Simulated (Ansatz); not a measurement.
Ga$_{4}$O

Input

```
crystal:
  lattice:
    - [-2.80520191, 2.80520191, 2.80520191]
    - [2.80520191, -2.80520191, 2.80520191]
    - [2.80520191, 2.80520191, -2.80520191]
  atoms:
    - { symbol: Ga, position: [0.5, 0.5, 0.5] }
    - { symbol: Ga, position: [0.0, 0.0, 0.5] }
    - { symbol: Ga, position: [0.0, 0.5, 0.0] }
    - { symbol: Ga, position: [0.5, 0.0, 0.0] }
    - { symbol: O, position: [0.0, 0.0, 0.0] }
basis:
  ecutwfc: 420
kpoints:
  mp_grid: { grid: [10, 10, 10] }
hamiltonian:
  xc: pbe
scf:
  occupations: { method: gaussian, width: 0.1 }
output:
  forces: true
  stress: true
  eigenvalues: true
  write_density: true
  write_potential: true
  elf: true
  volumetric_format: npy
relax:
  adjacent_minimum: "off"
  f_tol: 0.01
  max_steps: 80
  cell: { stress_tol: 0.05 }
```

Command:

```sh
ansatz run input.yaml --threads 1 --pin off --max-ram 2560MiB --backend cpu --events-out ev --progress --plain --runs-dir out
```

Below, planes, directions and counts refer to the conventional cell (a = 5.64 Å, b = 5.64 Å, c = 5.64 Å, α = 90.00°, β = 90.00°, γ = 90.00°).

The fields are those of the run's last geometry, not of the input's.

Space group Im-3m; a structure generated by program, which may or may not match a known phase.

The calculation used DFT PBE, scalar-relativistic, plane waves, PAW (Ansatz).

The density is the valence pseudo-density of a PAW calculation; it isn't the true density close to the nuclei.

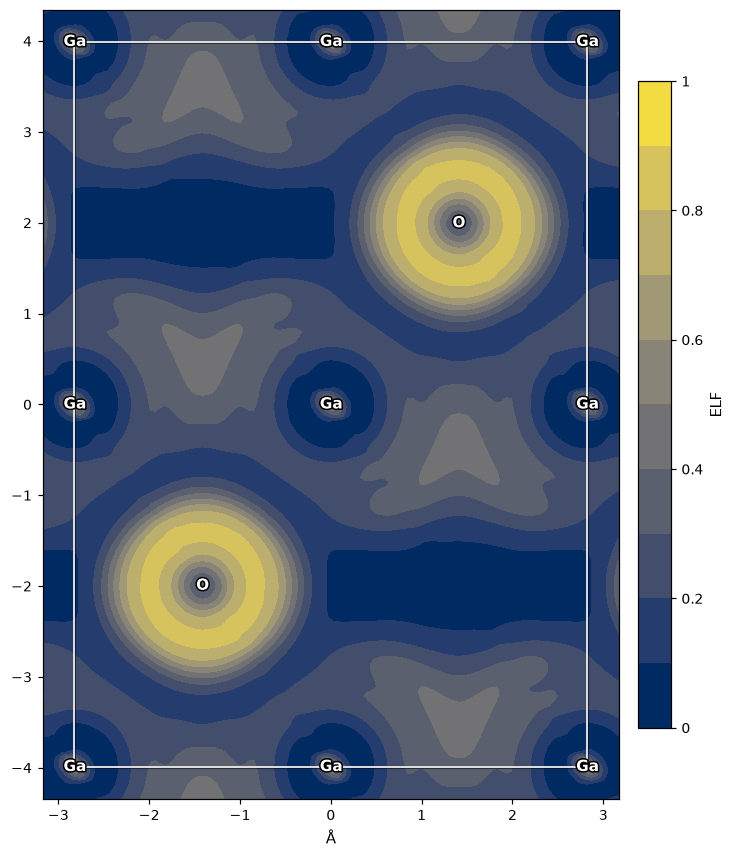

Figure 1. Electron localisation function on the (011̄) plane of the conventional cell.

Read the bonding off the picture.

The section cuts through Ga and O sites. Ga–O (2.44 Å): the ELF is about 0.15 at the midpoint; no shared electron pair shows on this line. The features right at Ga lie inside the PAW spheres, where the map follows smoothed inner orbitals and isn't to be read closely.

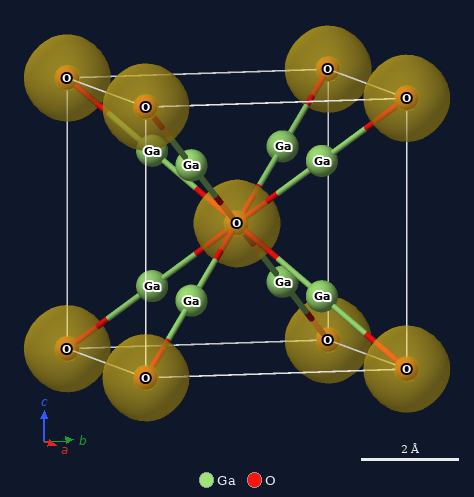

Figure 2. Isosurface of the ELF at 0.6 (yellow), seen slightly off an axis. Only the valence region is drawn (cores and ρ < 0.01 e/Å³ removed). Sticks mark near contacts.

What do the ELF domains correspond to?

The surface consists of two regions wrapped around O (the valence shell of each), counted in one cell of 10 atoms. Any copies at cell faces, edges or corners count once.

Metal or insulator at this level of theory?

It is metallic or semimetallic at this level of theory: no gap opens.
